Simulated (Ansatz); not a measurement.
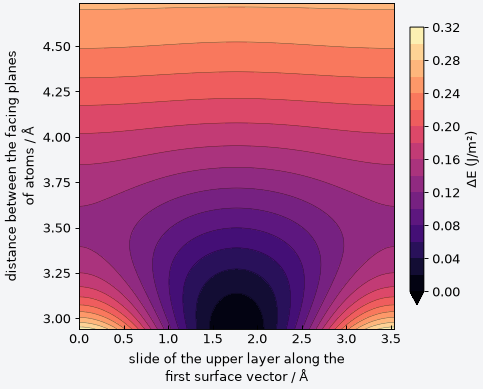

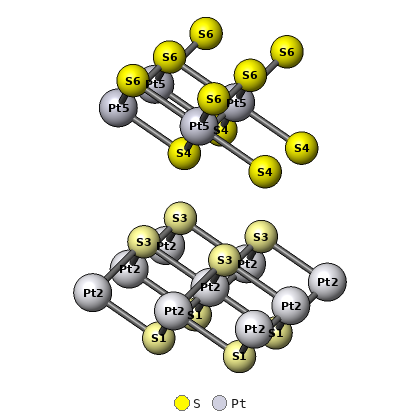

Energy landscape of a bilayer of two PtS₂ sheets (1T type) (6 atoms in the cell). The upper layer of a bilayer is slid along a line and lifted, both layers rigid. The first coordinate is: slide of the upper layer along the first surface vector, from S4 above S3; the second: distance between the facing planes of atoms. Grid: 6 × 6 points; 24 points were computed and 12 follow by symmetry. Points are written as (first, second). Energies are in J/m², from the lowest grid point. The calculation used Ansatz, DFT PBE+D3(BJ), scalar-relativistic, plane waves, PAW. Settings: cutoff 420 eV, k-mesh 9×9×1, gaussian smearing 0.05 eV, no spin polarisation.

The picture shows filled contours. Between grid points the surface is interpolated. The second picture is the structure at the lowest point

Where are the wells?

Answer. The lowest grid point is at (1.77 Å, 2.94 Å). It lies at the edge of the scanned range, so the true minimum may lie outside. The highest grid point, (0.00 Å, 2.94 Å), lies 0.311 J/m² above the lowest.

Grid values (J/m²):

| second ↓, first → | 0.00 | 0.59 | 1.18 | 1.77 | 2.36 | 2.95 |
| --- | --- | --- | --- | --- | --- | --- |
| 4.74 | 0.262 | 0.262 | 0.262 | 0.262 | 0.262 | 0.262 |
| 4.14 | 0.196 | 0.194 | 0.191 | 0.190 | 0.191 | 0.194 |
| 3.74 | 0.149 | 0.143 | 0.130 | 0.124 | 0.130 | 0.143 |
| 3.46 | 0.137 | 0.120 | 0.088 | 0.073 | 0.088 | 0.120 |
| 3.21 | 0.170 | 0.131 | 0.061 | 0.030 | 0.061 | 0.131 |
| 2.94 | 0.311 | 0.221 | 0.067 | 0.000 | 0.067 | 0.221 |

Each point was launched as `ansatz run input.yaml --threads 1 --pin off --max-ram 3072MiB --backend cpu --events-out ev --progress --plain --runs-dir out`. Time for the 24 points that were run: 11 min on 1 thread of Arm Neoverse V2, with other jobs on the host.

PAW datasets: the set soft_1.
